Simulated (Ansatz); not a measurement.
**MnO2: densities and their changes**

Space group P-3m1; the calculation finds a residual pressure of about 5 GPa at this fixed cell; spin-polarised. Net moment 3.0 μB in the 3-atom cell of the calculation; other magnetic orders weren't tried. The cell comes from a database of computed structures, not from a measurement.

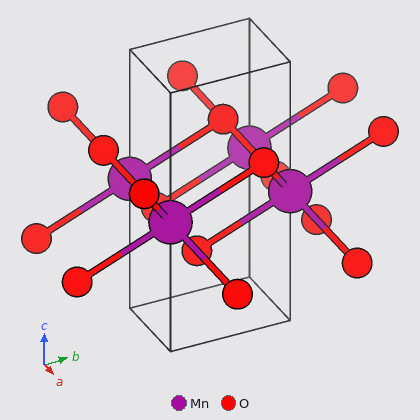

The conventional cell.

Input

```
crystal:
  lattice:
    - [2.8565781804, 0.0, 0.0]
    - [-1.4282890902, 2.4738692722, 0.0]
    - [0.0, 0.0, 4.6013740589]
  atoms:
    - { symbol: Mn, position: [0.0, 0.0, 0.5], spin: 4.0 }
    - { symbol: O, position: [0.66666667, 0.33333333, 0.29370743] }
    - { symbol: O, position: [0.33333333, 0.66666667, 0.70629257] }
magnetization:
  spin_polarized: true
basis:
  ecutwfc: 500
  fft_grid_basis: typed
kpoints:
  mp_grid: { grid: [12, 12, 6] }
hamiltonian:
  xc: pbe
scf:
  occupations: { method: gaussian, width: 0.05 }
output:
  forces: true
  stress: true
  eigenvalues: true
  bader: true
  write_density: true
  volumetric_format: npy
  populations: true
  elf: true
```

Launched as:

```sh
ansatz run input.yaml --threads 2 --pin off --max-ram 4096MiB --backend cpu --events-out ev --progress --plain --runs-dir out
```

The picture shows the conventional cell (a = 2.86 Å, b = 2.86 Å, c = 4.60 Å, α = 90.00°, β = 90.00°, γ = 120.00°).

Theory: DFT PBE, scalar-relativistic, plane waves, PAW (Ansatz).

Core electrons are frozen (PAW), so the maps are meaningful between the atoms, not at the nuclei.

## 1. Bonding charge

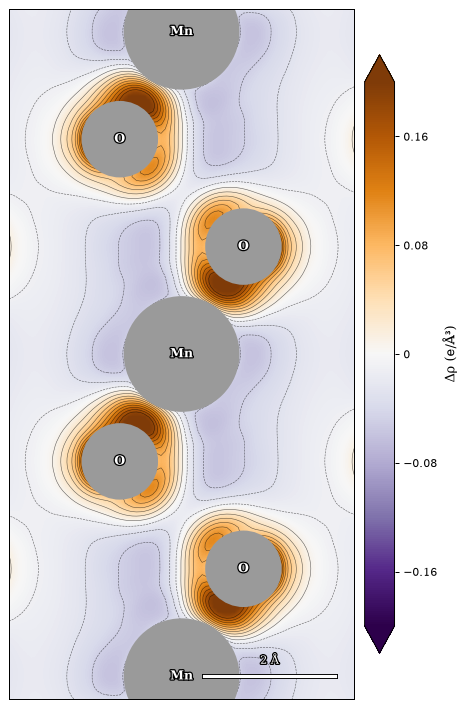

Deformation density (self-consistent density less superposed neutral spherical atoms): a map on the (110) plane of the conventional cell, with grey discs over the atomic cores. Cores are masked to 0.9 Å (Mn) and 0.6 Å (O).

**Read the map: where is density gained and where lost?**

Mn–O (1.90 Å): Δρ is +0.1 e/Å³ at the midpoint (close to a masked core, so read it with care). Mn–Mn (2.86 Å): Δρ is −0.015 e/Å³ at the midpoint (this contact isn't in the plane drawn). Over the whole cell, outside the masked cores, the largest gain lies at the edge of the masked core of O, and the largest loss, 0.06 e/Å³, lies 1.2 Å from a manganese nucleus and 1.4 Å from an oxygen one. The rearranged charge, half the integral of |Δρ|, is about 0.23 e an atom. Bader charges: Mn +1.86 and O −0.93 e.

## 2. States by energy

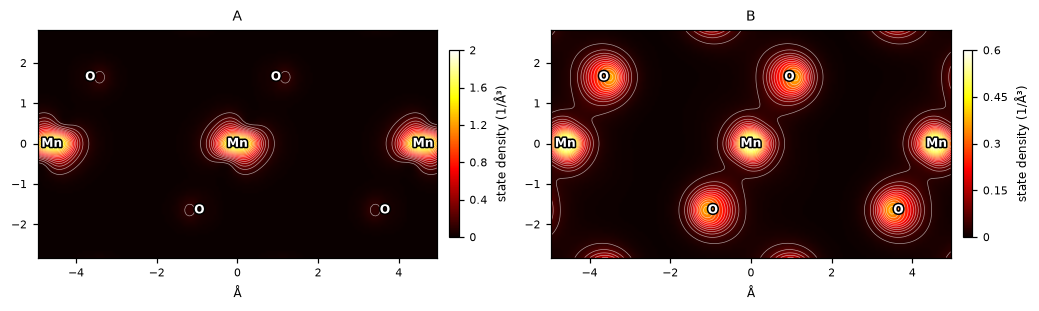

MnO2: densities of the states in two energy windows, on the (110) plane of the conventional cell.

**Match the panels to the energy ranges (zero at the valence-band maximum): −7.1 to 0.0 eV and +0.8 to +1.4 eV.**

Panel A: +0.8 to +1.4 eV, the bottom of the conduction band, mainly Mn 3d (90 %) and O 2p (10 %).
Panel B: −7.1 to 0.0 eV, the whole upper valence band, mainly O 2p (65 %) and Mn 3d (35 %).
The characters are Löwdin shares on a minimal set of atomic orbitals.

## 3. Holes and electrons

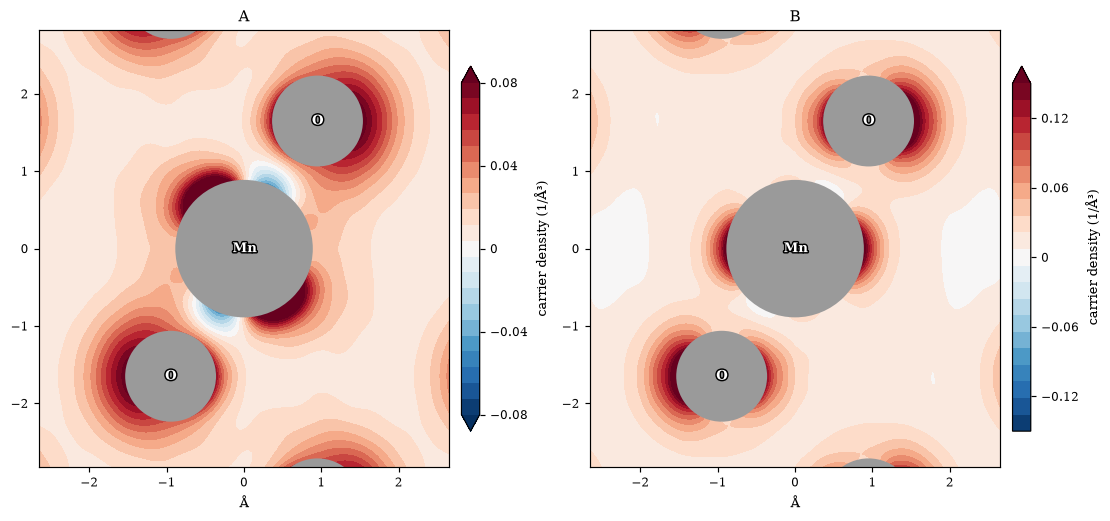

MnO2, doped once with holes and once with electrons (0.1 e in the calculation's cell of 3 atoms, uniform background, atoms fixed). Each panel shows the carrier's density (positive where it sits) on the (110) plane of the conventional cell; grey discs cover the cores. Cores are masked to 0.9 Å (Mn) and 0.6 Å (O).

**Tell the hole from the electron.**

A is the electron: outside the cores it is densest at the edge of the masked core of Mn; it divides as O about 70 % and Mn about 30 %. B is the hole: outside the cores it is densest at the edge of the masked core of O; it divides as O about 75 % and Mn about 25 %. Shares are sums over atomic cells sized by the Bader volumes, which fill 20 % (Mn) and 80 % (O) of the cell, so only an excess over these marks a preference; they are shares of the net change, screening included, and the band-edge orbitals themselves can be more concentrated.

## 4. Moving an atom

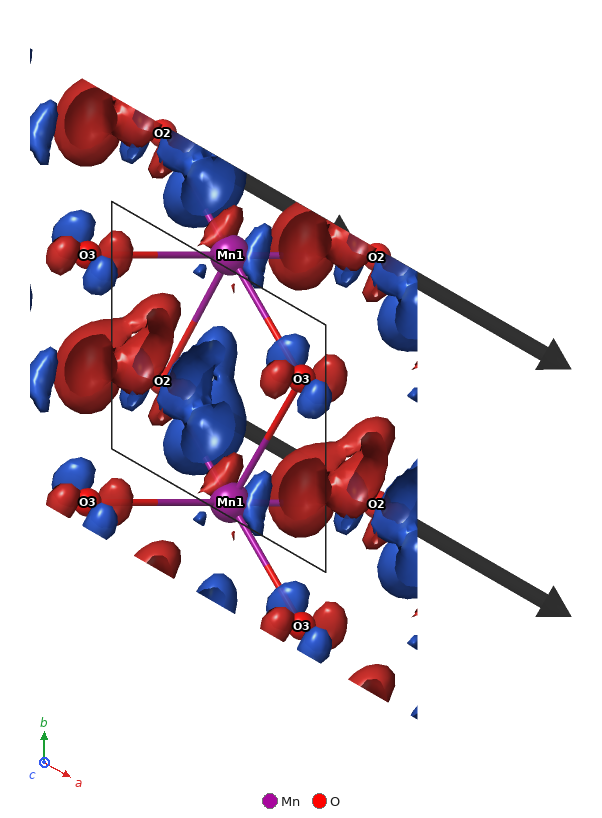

O2 was moved by 0.05 Å along [1 0 0] in the axes of the cell drawn (arrow, not to scale). Change of the density less the rigid motion of the neutral atom's own density: blue surfaces at +0.01 and red ones at −0.01 e/Å³, in the cell of the calculation (origin moved) seen along the c axis.

**How do the electrons respond beyond following the atom?**

About 0.04 e is rearranged in the cell. Outside the cores the largest gain, 0.03 e/Å³, lies 0.8 Å from an oxygen nucleus and 1.1 Å from a manganese one, and the largest loss, 0.03 e/Å³, lies 0.9 Å from an oxygen nucleus and 1.1 Å from a manganese one.

**How much does the computed force on the atom change?**

The force on it changes by 0.55 eV/Å along the move, against it: a stiffness of about 11 eV/Å² for this sublattice shift.

## 5. Putting it together

Charge passes from Mn (Pauling electronegativity 1.55) to O (3.44), the direction that the scale predicts; the Bader charges fall short of whole formal charges, as they usually do. The electron favours Mn (30 % of it on 20 % of the volume), in line with the bottom of the conduction band, which is mainly Mn 3d. A carrier enters the states at the band edge, and screening then spreads part of it over the cell.

Run times: 17 s (base cell), 4.7 s (state densities), 17 s (electron), 17 s (hole) and 72 s (moved atom), on 2 threads of Arm Neoverse V1, on a shared host.
